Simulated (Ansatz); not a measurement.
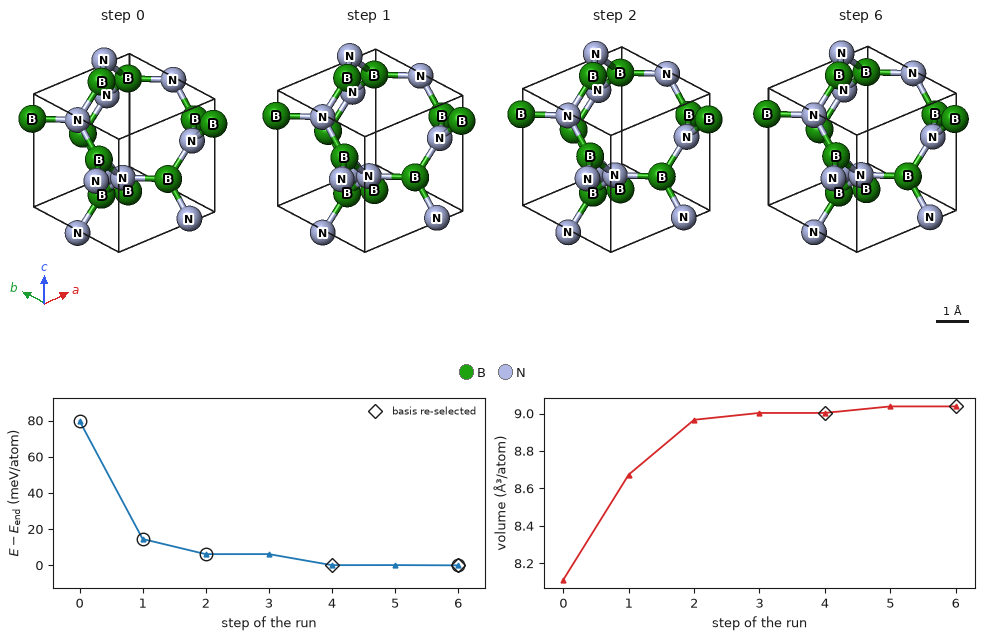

Frames of a relaxation of crystalline BN (a generated structure, set up in P4_132) (coarse preliminary run), marked on the history of the run. The picture is a ball-and-stick view of the cell of the calculation, seen from a free direction.

Computed with DFT PBE, scalar-relativistic, plane waves, PAW (Ansatz). Set-up: plane-wave cutoff 420 eV; k-point mesh 4 × 4 × 4; occupations gaussian; smearing width 0.1 eV; no spin polarisation; cell and atoms relaxed; force threshold 0.04 eV/Å; at most 70 steps.

> Describe the path.

The atoms keep their places relative to the cell (all moves are under 0.005 Å). The drawn cell changes as follows: a = b = c 4.019 → 4.166 Å (+3.7 %); the volume changes by +11.4 %. Some distances before and after: B–N 1.421 → 1.473 Å. The space group stays P4_132 (No. 213). The energy falls by 79.8 meV per atom in 4 accepted moves (6 points after the start). All forces vanish by symmetry, so only the cell relaxes. The pressure goes from 29.91 to 0.05 GPa. The SCF was repeated twice at an unchanged geometry on a basis and grid sized afresh for the cell, which shifted the energy by 6.1 meV per atom at most. From step 0 to 1: volume +6.9 %, energy −65.3 meV per atom. From step 1 to 2: volume +3.4 %, energy −8.4 meV per atom. From step 2 to 6: volume +0.8 %, energy −6.2 meV per atom.
